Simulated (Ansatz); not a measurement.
**Single-point calculation, with input and output: SnO$_{2}$ (part 2 of 2)**

Continued. System: SnO$_{2}$ (slab, 24 atoms in the cell). Method: DFT PBEsol, scalar-relativistic, plane waves, PAW, no spin polarisation (Ansatz 0.2.0); cutoff 420 eV, 8×4×1 k-mesh, Gaussian smearing of 0.05 eV. The structure derives from an entry of the Crystallography Open Database. It belongs to a series of runs on one base structure; here: (1 1 0) slab cut from the bulk.

Geometry of the input (Å; fractional positions):
```
3.2121  0.0000  0.0000
0.0000  6.7443  0.0000
0.0000  0.0000  27.7296
O  0.0000  0.0000  0.2705
Sn 0.0000  0.5000  0.3176
Sn 0.5000  0.0000  0.3176
O  0.5000  0.3063  0.3176
O  0.5000  0.6937  0.3176
O  0.0000  0.0000  0.3647
O  0.0000  0.5000  0.3921
Sn 0.0000  0.0000  0.4392
Sn 0.5000  0.5000  0.4392
O  0.5000  0.8063  0.4392
O  0.5000  0.1937  0.4392
O  0.0000  0.5000  0.4863
O  0.0000  0.0000  0.5137
Sn 0.0000  0.5000  0.5608
Sn 0.5000  0.0000  0.5608
O  0.5000  0.3063  0.5608
O  0.5000  0.6937  0.5608
O  0.0000  0.0000  0.6079
O  0.0000  0.5000  0.6353
Sn 0.0000  0.0000  0.6824
Sn 0.5000  0.5000  0.6824
O  0.5000  0.8063  0.6824
O  0.5000  0.1937  0.6824
O  0.0000  0.5000  0.7295
```

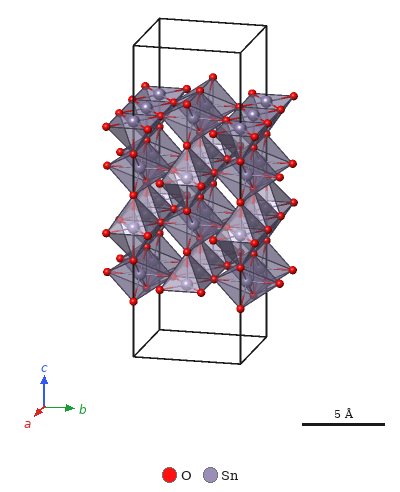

Figure 1. The structure as given in the input (polyhedral view of the 2 × 1 repeat of the cell, with the vacuum cut short, seen slightly off an axis; polyhedra are completed across the faces of the cell). An atom can appear more than once, as a periodic image.

## Output, continued
```
SCF iter   1: F=—  HF=-56568.297530 eV  |F-HF|=—  |Δ(HF+E_count)|=         —  Δρ=1.13e-2  dr2=6.54e-1  ethr=1.77e-3  p=0.000 e·Å  D=3.52e-13 V/Å  ΔV_dip=-0.00 eV  dr2_dipole=1.57e-10  V_vac-E_F(+/−)=6.57/6.57 eV  ⟨swp⟩=7.1  Hψ=8383  notcnv=0  defer=149
efield: sawtooth ramp at fractional position 0.9800 (placed from the atoms, in the widest stretch of the axis that holds none; the zero of the levels goes with the place), width 0.0400; the density the first Hamiltonian is built on has a dipole p = 0.000 e·Å; the dipole correction subtracts the counter field D = 3.52e-13 V/Å, which shifts the + side's vacuum level by -0.00 eV against the − side's; the planar-averaged density in the ramp window peaks in size at 1.6e-6 e/Å³
preconditioner: auto → Resta (q_TF=auto, 2.286 Å⁻¹)  ε∞=2.4  [insulator: Δε(μ)=0.405 eV  Ē_g=18.570 eV  σ=0.050 eV  W_gap=1.00  n_scr=130 (ndim 8)  ℏωp=21.9 eV  f_vac=0.493  D(μ)=0.00/eV (n_scr^D=0)  ε∞_Penn≈2.4  vacuum switching on, ρ_ref=2.5e-2 e/Å³]
SCF iter   2: F=—  HF=-56568.153442 eV  |F-HF|=—  |Δ(HF+E_count)|=   1.44e-1  Δρ=4.24e-3  dr2=9.31e-2  ethr=3.15e-4  p=-0.000 e·Å  D=-8.66e-7 V/Å  ΔV_dip=0.00 eV  dr2_dipole=5.98e-11  V_vac-E_F(+/−)=6.75/6.75 eV  ⟨swp⟩=2.7  Hψ=3226  notcnv=0  defer=269
SCF iter   3: F=—  HF=-56568.138440 eV  |F-HF|=—  |Δ(HF+E_count)|=   1.50e-2  Δρ=1.77e-3  dr2=2.39e-2  ethr=4.47e-5  p=-0.000 e·Å  D=-3.03e-6 V/Å  ΔV_dip=0.00 eV  dr2_dipole=3.46e-10  V_vac-E_F(+/−)=6.76/6.76 eV  ⟨swp⟩=2.1  Hψ=2694  notcnv=0  defer=269
SCF iter   4: F=—  HF=-56568.135417 eV  |F-HF|=—  |Δ(HF+E_count)|=   3.02e-3  Δρ=7.54e-4  dr2=2.60e-3  ethr=1.15e-5  p=-0.000 e·Å  D=-1.06e-6 V/Å  ΔV_dip=0.00 eV  dr2_dipole=3.01e-10  V_vac-E_F(+/−)=6.74/6.74 eV  ⟨swp⟩=2.0  Hψ=2971  notcnv=0  defer=269
SCF iter   5: F=—  HF=-56568.135516 eV  |F-HF|=—  |Δ(HF+E_count)|=   9.87e-5  Δρ=2.86e-4  dr2=3.76e-4  ethr=1.25e-6  p=0.000 e·Å  D=3.55e-6 V/Å  ΔV_dip=-0.00 eV  dr2_dipole=1.34e-9  V_vac-E_F(+/−)=6.74/6.74 eV  ⟨swp⟩=2.3  Hψ=2873  notcnv=0  defer=269
SCF iter   6: F=—  HF=-56568.135657 eV  |F-HF|=—  |Δ(HF+E_count)|=   1.41e-4  Δρ=1.34e-4  dr2=9.66e-5  ethr=1.81e-7  p=-0.000 e·Å  D=-8.79e-6 V/Å  ΔV_dip=0.00 eV  dr2_dipole=1.13e-8  V_vac-E_F(+/−)=6.74/6.74 eV  ⟨swp⟩=2.0  Hψ=2713  notcnv=0  defer=269
SCF iter   7: F=—  HF=-56568.135645 eV  |F-HF|=—  |Δ(HF+E_count)|=   1.17e-5  Δρ=2.70e-5  dr2=3.69e-6  ethr=4.64e-8  p=0.000 e·Å  D=6.20e-6 V/Å  ΔV_dip=-0.00 eV  dr2_dipole=6.78e-9  V_vac-E_F(+/−)=6.74/6.74 eV  ⟨swp⟩=2.0  Hψ=2490  notcnv=0  defer=269
SCF iter   8: F=—  HF=-56568.135647 eV  |F-HF|=—  |Δ(HF+E_count)|=   1.67e-6  Δρ=1.96e-5  dr2=2.19e-6  ethr=1.77e-9  p=-0.000 e·Å  D=-2.45e-5 V/Å  ΔV_dip=0.00 eV  dr2_dipole=8.93e-8  V_vac-E_F(+/−)=6.74/6.74 eV  ⟨swp⟩=3.1  Hψ=3745  notcnv=0  defer=269
SCF iter   9: F=—  HF=-56568.135647 eV  |F-HF|=—  |Δ(HF+E_count)|=   7.01e-8  Δρ=1.03e-5  dr2=6.81e-7  ethr=1.06e-9  p=0.000 e·Å  D=1.77e-5 V/Å  ΔV_dip=-0.00 eV  dr2_dipole=4.36e-8  V_vac-E_F(+/−)=6.73/6.74 eV  ⟨swp⟩=2.0  Hψ=2399  notcnv=0  defer=269
SCF iter  10: F=-56568.135647 eV  HF=-56568.135647 eV  |F-HF|=2.77e-8  |Δ(HF+E_count)|=   1.03e-7  Δρ=2.82e-6  dr2=4.61e-8  ethr=4.81e-11  p=-0.000 e·Å  D=-3.95e-6 V/Å  ΔV_dip=0.00 eV  dr2_dipole=2.19e-9  V_vac-E_F(+/−)=6.74/6.73 eV  ⟨swp⟩=24.7  Hψ=20946  notcnv=0
SCF 1 converged in 10 iterations: F = -56568.135647 eV  dr2 = 4.61e-8
  greatest PAW one-centre occupation: 0.996 electrons in one spin orbital (limit 2), on the Sn atom at site 13 (counted from 0), in its partial waves of l = 2
WARN: The output density's exchange-correlation potential varies sharply where the density is thin. Do not read a vacuum level from v_tot or v_xc, or from such a field of the output density. On a cell that repeats whose density bears no net charge and no dipole along the vacuum's axis use v_es (v_loc + v_h of the components); under efield.dipole_correction with no amplitude use v_es + v_field, which holds any external_charges[].barrier, or the levels of the report's work_function block, which leave it out; under a non-zero efield.amplitude the vacuum is tilted and has no level; on a cell that repeats and bears such a dipole with no correction it is tilted too, and efield.dipole_correction with no amplitude gives each side of its ramp a level where efield: is served; in a cell that repeats whose density bears a net charge (total_charge, or a fill off its count) it is curved and has none; of a slab under crystal.periodic whose density bears no net charge use v_es, which has a level on each side, short of where the two are joined; of another it falls or rises all the way out and has none; of a slab beside external_charges read slab_vacuum_level instead, which it has where they leave it neutral. The grid or the basis barely resolves most such structure, and the values can differ between equally converged runs; as a rule a tighter scf.convergence.dr2_threshold does not remove it. Where the density itself ripples (under the LDA too) a higher basis.ecutwfc lessens it. The files hold the spikes' plane waves up to the density's cutoff. Files: v_tot_of_output_density and the like, and their columns of v_z.tsv (output.write_potential); v_xc_of_output_density and the like, and their columns of v_comp_z.tsv (output.write_potential_components). Measured: with its Gaussian average of σ = 0.25 Å subtracted twice, the exchange-correlation potential is over 0.1 eV at 390 of the grid points where the equally averaged density (valence and model cores) is under 1e-3 e/Å³, and 0.248 eV at the most among them, at an averaged density of 2.6e-7 e/Å³. The input density's (outcome.potential() and, of a run that writes arrays, v_tot and v_xc) is over 0.1 eV, so measured, at 35 points of its own thin density, 0.128 eV at the most. See output.write_potential in the manual, Limitations
SCF converged after 10 iterations
Free energy (F): -56568.135647 eV
Harris-Foulkes:  -56568.135647 eV  (|F-HF|=2.77e-8)
Internal energy: -56568.135647 eV  (E = F + TS)
E sigma→0 (E₀):  -56568.135647 eV
Entropy (-TS):   -0.000000 eV (-0.000 meV/atom)
Fermi energy:    1.410618 eV
Dipole field:    D = 0.000032 V/Å  (p = 0.000107 e·Å, saw-weighted, corrected)
Work function:   Φ+ = 6.7344 eV   Φ− = 6.7353 eV
Levels:          The Fermi level and band energies are counted from a zero that moves with the ramp; work functions are not
--- Per-component energies (eV) ---
  E_band       = -2295.097674
  E_kinetic    = 4307.921526
  E_local      = -237764.784273  (includes V_loc(G=0)·N_el)
  E_nonlocal   = 553.984786
  E_hartree    = 118196.010350
  E_xc         = -4173.308793
  E_vxc        = -2244.023406  (∫ρ·V_xc dr)
  E_paw        = -35043.735234  (= ΣΔE_a)
  E_vpaw       = -3540.235422  (= ΣTr[D̂ρ^β])
  E_aug_tail   = 0.039375  (compensation charges beyond the density's cutoff)
  E_efield     = 0.000000  (sawtooth field / dipole correction)
  E_vefield    = 0.000000  (∫n·V_field dr)
  E_ewald      = 97352.893292
  E_core_change = 2.843325  (= ΣΔE_core)
  E_smearing   = -0.000000  (= −TS)
  E_closure    = -0.000000  (closes the sum)
  Σ components = -56568.135647   (vs F -56568.135647, Δ=0.00e0)
--- Forces (eV/Å), atoms counted from 1 ---
  atom   1  O      0.00000000    -0.00000000     1.10351094
  atom   2  Sn     0.00000000     0.00000000     1.91608119
  atom   3  Sn     0.00000000     0.00000000    -2.44018364
  atom   4  O     -0.00000000     1.45873254    -0.65595723
  atom   5  O      0.00000000    -1.45873254    -0.65595723
  atom   6  O      0.00000000    -0.00000000     1.06976476
  atom   7  O     -0.00000000    -0.00000000    -0.46522210
  atom   8  Sn    -0.00000000    -0.00000000    -0.19104449
  atom   9  Sn    -0.00000000     0.00000000     0.33157257
  atom  10  O      0.00000000    -0.17730863     0.01678435
  atom  11  O     -0.00000000     0.17730863     0.01678435
  atom  12  O     -0.00000000    -0.00000000    -0.07797019
  atom  13  O     -0.00000000    -0.00000000     0.07795858
  atom  14  Sn     0.00000000    -0.00000000     0.19109179
  atom  15  Sn     0.00000000    -0.00000000    -0.33154856
  atom  16  O      0.00000000    -0.17731190    -0.01679333
  atom  17  O     -0.00000000     0.17731190    -0.01679333
  atom  18  O     -0.00000000     0.00000000     0.46518590
  atom  19  O     -0.00000000    -0.00000000    -1.06988020
  atom  20  Sn     0.00000000     0.00000000    -1.91601925
  atom  21  Sn    -0.00000000     0.00000000     2.44020183
  atom  22  O     -0.00000000     1.45877055     0.65593960
  atom  23  O      0.00000000    -1.45877055     0.65593960
  atom  24  O      0.00000000    -0.00000000    -1.10338778
  max |Σ_I F_I| component: 5.81e-5 eV/Å
--- Stress (GPa, compression-positive) ---
       -1.827027       0.000000       0.000000
        0.000000       1.450051       0.000000
        0.000000       0.000000      -0.332532
  P = ⅓ Tr σ = -0.2365 GPa (-2.365 kbar)
--- Band table (eV; the first three rows and the last of 15) ---
  k-point 0: bands = ["-20.9811", "-20.9810", "-20.3398", "-20.2935", "-20.2771", "-20.2771", "-20.2478", "-20.2325", "-20.2325", "-20.1785", "-20.1729", "-20.1728", "-20.0026", "-19.7811", "-19.4996", "-19.4960", "-19.4489", "-19.4480", "-19.4181", "-19.4099", "-19.3213", "-19.3193", "-19.3013", "-19.2844", "-19.2750", "-19.2702", "-19.1991", "-19.1978", "-19.1251", "-19.1233", "-19.0710", "-19.0707", "-18.7289", "-18.7283", "-18.6350", "-18.6349", "-18.6143", "-18.6143", "-18.5272", "-18.5271", "-18.1313", "-17.9386", "-17.4620", "-17.0444", "-17.0442", "-16.7400", "-16.4011", "-16.3918", "-16.3870", "-16.3490", "-16.3405", "-15.9376", "-15.1320", "-14.6892", "-14.2747", "-14.2690", "-7.3938", "-6.8824", "-6.1057", "-5.3557", "-4.8288", "-4.4759", "-3.8449", "-3.5767", "-3.5721", "-3.4384", "-3.4097", "-3.3455", "-3.3419", "-3.2848", "-2.9943", "-2.8617", "-2.6164", "-2.4192", "-2.2694", "-2.1420", "-2.0568", "-1.9002", "-1.6660", "-1.4526", "-1.4100", "-1.3725", "-1.3724", "-1.3208", "-1.2766", "-1.1691", "-1.0937", "-0.9389", "-0.8841", "-0.7409", "-0.7240", "-0.6607", "-0.6214", "-0.2884", "-0.2486", "-0.1809", "-0.0002", "0.0927", "0.3878", "0.4235", "0.8018", "0.8021", "1.1436", "1.1596", "1.5798", "1.8041", "2.8949", "4.2431", "5.2633", "5.3679", "5.7915", "6.1264", "6.5394", "6.6143", "6.6586", "6.9299", "7.1300", "7.2354", "7.2957", "7.7168", "7.7434", "7.9228", "8.2570", "8.6853", "9.3148", "10.1220", "10.4300", "10.4426"]
  k-point 1: bands = ["-20.9623", "-20.9622", "-20.3122", "-20.2896", "-20.2766", "-20.2766", "-20.2325", "-20.2325", "-20.2256", "-20.1729", "-20.1728", "-20.1276", "-20.0202", "-19.8180", "-19.5088", "-19.5087", "-19.4488", "-19.4481", "-19.4410", "-19.4395", "-19.3119", "-19.3103", "-19.3023", "-19.2863", "-19.2817", "-19.2750", "-19.2085", "-19.2074", "-19.1265", "-19.1251", "-19.0709", "-19.0708", "-18.7229", "-18.7229", "-18.6350", "-18.6349", "-18.6147", "-18.6146", "-18.5280", "-18.5280", "-18.0633", "-17.9120", "-17.4843", "-17.2836", "-17.2160", "-16.9950", "-16.7203", "-16.6287", "-16.2075", "-16.0011", "-15.8039", "-15.6662", "-15.1832", "-14.7627", "-14.2406", "-14.2377", "-7.2109", "-6.7715", "-6.0764", "-5.5667", "-5.2794", "-5.0766", "-4.4155", "-4.0165", "-3.3169", "-3.3072", "-3.2603", "-3.2501", "-2.9174", "-2.8999", "-2.8288", "-2.6493", "-2.5150", "-2.4249", "-2.2413", "-2.0784", "-2.0678", "-1.9736", "-1.7484", "-1.6564", "-1.5393", "-1.4842", "-1.3176", "-1.2651", "-1.1287", "-1.1210", "-1.1097", "-0.9360", "-0.8531", "-0.8039", "-0.7470", "-0.7303", "-0.6133", "-0.5808", "-0.1716", "-0.1638", "-0.0548", "0.2302", "0.4590", "0.5352", "0.8103", "0.8105", "1.0293", "1.0514", "1.9697", "2.0647", "3.2262", "4.4250", "4.9682", "5.2252", "5.6331", "5.9024", "6.5666", "6.6279", "6.7394", "6.9322", "7.2103", "7.2205", "7.4273", "7.6167", "7.8272", "7.9000", "8.4135", "8.7907", "9.4282", "9.6990", "9.8336", "10.2881"]
  k-point 2: bands = ["-20.9428", "-20.9428", "-20.2907", "-20.2907", "-20.2761", "-20.2761", "-20.2324", "-20.2324", "-20.1729", "-20.1728", "-20.1417", "-20.1417", "-19.9389", "-19.9389", "-19.5246", "-19.5245", "-19.4655", "-19.4654", "-19.4485", "-19.4485", "-19.3001", "-19.3001", "-19.2998", "-19.2998", "-19.2770", "-19.2770", "-19.2196", "-19.2196", "-19.1274", "-19.1274", "-19.0709", "-19.0708", "-18.7171", "-18.7170", "-18.6350", "-18.6349", "-18.6151", "-18.6150", "-18.5289", "-18.5288", "-17.8953", "-17.8953", "-17.5810", "-17.5810", "-17.2469", "-17.2469", "-16.6957", "-16.6957", "-16.0459", "-16.0459", "-15.4075", "-15.4075", "-15.0624", "-15.0624", "-14.2042", "-14.2040", "-6.7159", "-6.7159", "-6.1823", "-6.1823", "-5.3985", "-5.3984", "-4.5391", "-4.5391", "-3.2423", "-3.2423", "-3.1738", "-3.1737", "-2.6950", "-2.6950", "-2.6164", "-2.6164", "-2.3160", "-2.3160", "-2.1520", "-2.1519", "-1.9151", "-1.9150", "-1.8223", "-1.8223", "-1.5902", "-1.5902", "-1.4776", "-1.4776", "-1.1696", "-1.1696", "-1.0219", "-1.0219", "-0.8202", "-0.8202", "-0.7410", "-0.7410", "-0.5610", "-0.5610", "-0.1065", "-0.1065", "0.0403", "0.0403", "0.6184", "0.6185", "0.8189", "0.8190", "0.9320", "0.9321", "2.3286", "2.3287", "4.0832", "4.0833", "4.8711", "4.8711", "5.5284", "5.5285", "6.6946", "6.6947", "6.8326", "6.8327", "7.3905", "7.3905", "7.4394", "7.4394", "7.8941", "7.8942", "8.8871", "8.8871", "9.1460", "9.1460", "9.8025", "9.8025"]
  k-point 14: bands = ["-21.0660", "-21.0660", "-20.5779", "-20.5779", "-20.2806", "-20.2806", "-20.2643", "-20.2643", "-20.2158", "-20.2158", "-20.1689", "-20.1689", "-20.0476", "-20.0476", "-19.6530", "-19.6530", "-19.4196", "-19.4195", "-19.3266", "-19.3265", "-19.2611", "-19.2611", "-19.2226", "-19.2226", "-19.2098", "-19.2097", "-19.1648", "-19.1648", "-19.1093", "-19.1093", "-19.0700", "-19.0700", "-19.0397", "-19.0396", "-18.6269", "-18.6269", "-18.5969", "-18.5968", "-18.4116", "-18.4115", "-17.4139", "-17.4139", "-16.7149", "-16.7149", "-16.6989", "-16.6989", "-15.7978", "-15.7977", "-15.2616", "-15.2616", "-14.9318", "-14.9318", "-14.6847", "-14.6847", "-13.2978", "-13.2976", "-7.2022", "-7.2022", "-6.5480", "-6.5480", "-6.4169", "-6.4169", "-5.9216", "-5.9215", "-5.2130", "-5.2129", "-4.7012", "-4.7012", "-4.6357", "-4.6356", "-4.3683", "-4.3683", "-3.9141", "-3.9141", "-3.4119", "-3.4119", "-2.9512", "-2.9511", "-2.5027", "-2.5026", "-1.4741", "-1.4741", "-1.3442", "-1.3442", "-1.0275", "-1.0275", "-0.7470", "-0.7470", "-0.7381", "-0.7381", "-0.6060", "-0.6060", "-0.5019", "-0.5019", "-0.4389", "-0.4389", "-0.3137", "-0.3136", "-0.1759", "-0.1758", "1.0064", "1.0066", "1.1706", "1.1708", "3.4278", "3.4279", "6.3443", "6.3443", "6.5395", "6.5396", "7.3017", "7.3018", "7.4791", "7.4791", "7.6705", "7.6706", "8.3798", "8.3798", "9.2795", "9.2796", "10.0107", "10.0107", "10.7231", "10.7231", "10.9018", "10.9018", "11.2746", "11.2746"]
```

## Key numbers

| quantity | value |
| --- | --- |
| outcome | converged |
| electrons treated | 208 |
| free energy | −56568.1356 eV |
| work function, top face | 6.73 eV |
| work function, bottom face | 6.74 eV |
| Fermi energy | 1.411 eV |
| gap on the k-point mesh | 0.35 eV |
| work function (upper face) | 6.73 eV |
| largest force (length of the vector) | 2.440 eV/Å |
| hardware | 2 threads of Intel Xeon (Granite Rapids), 32 GiB of memory available, shared host |
| wall time | 47 s (CPU time 93 s) |
| peak memory | 1.6 GiB |

Warnings of the run: the exchange-correlation potential is rough where the density is thin.
